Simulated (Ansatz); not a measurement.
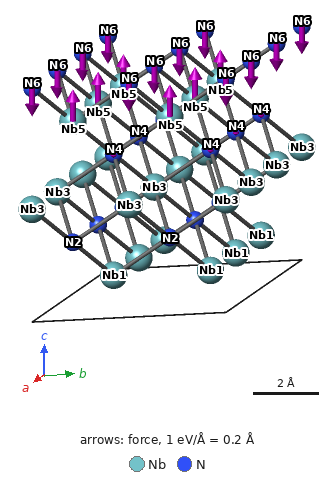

Starting geometry of a slab of composition NbN (cut from the Fm-3m phase) with the computed forces as purple arrows. Style: ball-and-stick. Shown: the 3 × 2 repeat of the cell, outlined in the plane, without the vacuum, slightly off an axis.

Case: clean slab, lower half held. The slab is the (1 1 1) face of NbN. 3 atoms are held fixed.

Level of theory: DFT PBEsol, scalar-relativistic, plane waves, PAW (Ansatz 0.2.0). (plane-wave cutoff 420 eV; k-point mesh 9 × 9 × 1; occupations gaussian; smearing width 0.1 eV; no spin polarisation; dipole correction; atoms relaxed in a fixed cell; force threshold 0.03 eV/Å; at most 70 steps)

> Is this structure relaxed? If not, where do the atoms go?

It isn't relaxed: the largest force vector, on Nb5, is 5.02 eV/Å. The atoms end up moving mostly along the starting forces (cosine between the two patterns 0.91). Over 4 geometry steps the energy falls by 0.910 eV per cell of the calculation. Largest force component: 5 eV/Å at the start, 0.013 eV/Å at the end. The atom that moves furthest is N6 (0.25 Å along the normal (−c)). Largest moves by element: N 0.25 Å, Nb 0.11 Å. The cell stays as it was. Among the contacts that change: Nb5–N6 2.190 → 2.001 Å, Nb3–Nb5 3.097 → 3.190 Å, N4–Nb5 2.190 → 2.268 Å, Nb3–N4 2.190 → 2.180 Å. Bond angles that change, for instance: Nb5–N6–Nb5 90.0° → 101.4°, N6–Nb5–N6 90.0° → 101.4°, N4–Nb5–N6 180.0° → 168.7°. The run took 3 s on 4 threads of AMD EPYC 9R45 96-Core Processor (Zen 5) (shared host), peak memory 0.58 GiB.
